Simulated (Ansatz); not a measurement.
Ag: several calculations on one system

**1. Relaxation**

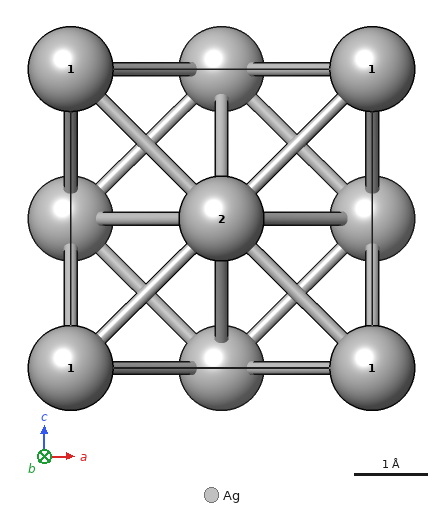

This is the input geometry for a relaxation of a crystal of Ag (set up in Immm). The picture is a ball-and-stick view of the larger cell on standard axes (2 times the calculation's cell), seen along the b axis.

Case: uniaxial strain along a of +1.5 %; b, c and atoms relaxed.

Theory: DFT PBE, scalar-relativistic, plane waves, PAW in Ansatz.

Input file:
```yaml
crystal:
  lattice:
    - [2.1048553496, 2.1048553496, 0.0]
    - [-2.0659725537, 2.0659725537, 0.0]
    - [0.0, 0.0, 4.1319451074]
  atoms:
    - { symbol: Ag, position: [0.0, 0.0, 0.0] }
    - { symbol: Ag, position: [0.5, 0.5, 0.5] }
basis:
  ecutwfc: 420
kpoints:
  mp_grid: { grid: [18, 18, 12] }
hamiltonian:
  xc: pbe
scf:
  occupations: { method: gaussian, width: 0.1 }
output:
  forces: true
  stress: true
  eigenvalues: true
relax:
  adjacent_minimum: "off"
  f_tol: 0.008
  max_steps: 40
  cell: { stress_tol: 0.015, fix: [a, angles] }
```

Command:
```bash
ansatz run input.yaml --threads 1 --pin off --max-ram 2560MiB --backend cpu --events-out ev --progress --plain --runs-dir out
```

Q: Predict the outcome.

A: The atoms keep their places relative to the cell (all moves are under 0.005 Å). Cell: a = b 4.171 → 4.183 Å (+0.3 %), c 4.132 → 4.097 Å (−0.8 %), γ 88.9° → 89.3°. Volume −0.2 %. Some distances before and after: Ag1–Ag1 2.922 → 2.939 Å, Ag1–Ag2 2.936 → 2.928 Å. The space group stays Immm (No. 71). After 3 accepted moves (4 points after the start) the energy has fallen by 0.3 meV per atom. All forces vanish by symmetry, so only the cell relaxes. Pressure: −0.58 GPa at the start and −0.38 GPa at the end. The SCF was repeated once at an unchanged geometry on a basis and grid sized afresh for the cell, which shifted the energy by less than 0.05 meV per atom at most. The run took 83 s on 1 thread of Intel(R) Xeon(R) 6975P-C (Granite Rapids), with other jobs on the host, peak memory 0.72 GiB.

The end point in the same view:

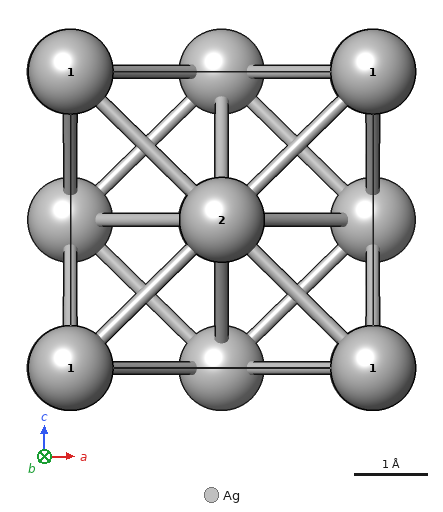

**2. Relaxation**

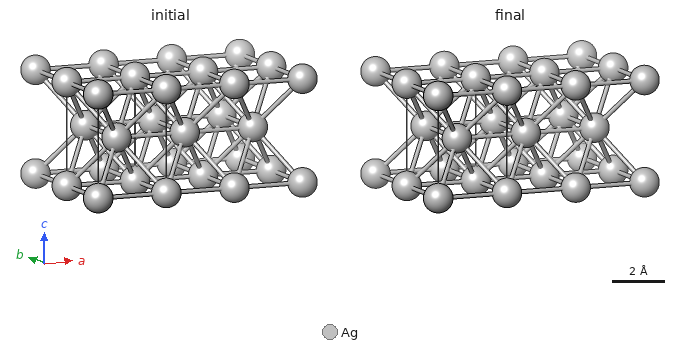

The structure of solid Ag (set up in Immm) before (left) and after (right) a relaxation, at one scale.

Style: ball-and-stick. Shown: the cell of the calculation, reduced to other axes, repeated 3 × 2 × 1 with one cell outlined, slightly off an axis. Lengths and directions refer to the drawn axes.

Case: uniaxial strain along a of +3.0 %; b, c and atoms relaxed.

These are results of Ansatz 0.2.0, DFT PBE, scalar-relativistic, plane waves, PAW, not measurements. (plane-wave cutoff 420 eV; k-point mesh 18 × 18 × 12; occupations gaussian; smearing width 0.1 eV; no spin polarisation; cell relaxed at fixed a, angles; force threshold 0.008 eV/Å; at most 40 steps)

Question: Summarise the run.

Answer: The atoms keep their places relative to the cell (all moves are under 0.005 Å). Cell: a 2.911 → 2.940 Å (+1.0 %), b unchanged at 3.021 Å, c 4.116 → 4.057 Å (−1.4 %). Volume −0.5 %. Among the contacts that change: Ag–Ag 2.911 → 2.940 Å, Ag–Ag 2.939 → 2.925 Å. The space group stays Immm (No. 71). The energy falls by 0.9 meV per atom in 4 accepted moves (5 points after the start). All forces vanish by symmetry, so only the cell relaxes. Pressure: −1.11 GPa at the start and −0.75 GPa at the end. At 1 point the geometry stayed and the basis and grid were re-selected for the new cell (energy shift of less than 0.05 meV per atom at most each time). Cost: 76 s on 1 thread of Intel(R) Xeon(R) 6975P-C (Granite Rapids) (shared host), peak memory 0.73 GiB.

**3. A change**

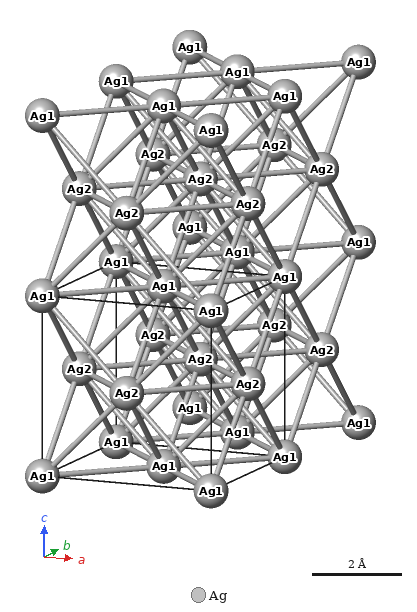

This is crystalline Ag (set up in Fm-3m). A ball-and-stick model of the conventional cell (2 times the calculation's cell), repeated 1 × 2 × 2 with one cell outlined, seen slightly off an axis. Lengths and directions refer to the drawn axes.

Level of theory: DFT PBE, scalar-relativistic, plane waves, PAW (Ansatz 0.2.0). (plane-wave cutoff 420 eV; k-point mesh 18 × 18 × 12; occupations gaussian; smearing width 0.1 eV; no spin polarisation)

Change: Uniaxial strain along a, +4.5 %, is applied. The b and c axes and the atoms are relaxed.

### What does the calculation give for the changed structure?

It costs 7.7 meV per atom. Pressure: 0.1 GPa before, −0.8 GPa after. The principal stresses (compression positive) are −2.3 GPa along [1 1 0] and none across it. Cell: a = b 4.147 → 4.254 Å (+2.6 %), c 4.147 → 3.990 Å (−3.8 %), γ 90.0° → 87.8°. Volume +1.1 %. No atom moves by more than 0.005 Å relative to the cell. Near-neighbour distances before and after: Ag–Ag 2.933 → 2.916 to 3.065 Å. The space group (tolerance 0.01 Å) goes from Fm-3m (No. 225) to Immm (No. 71).

Drawn alike, the variant:

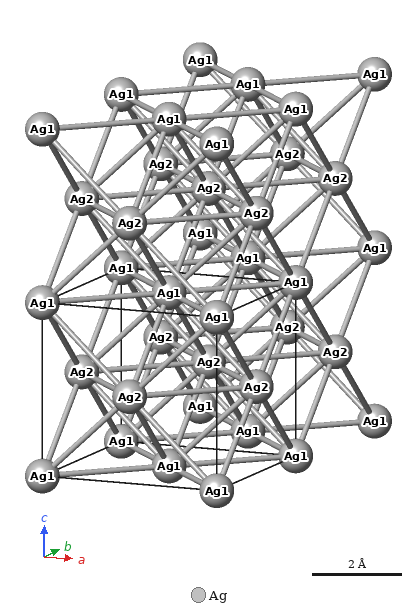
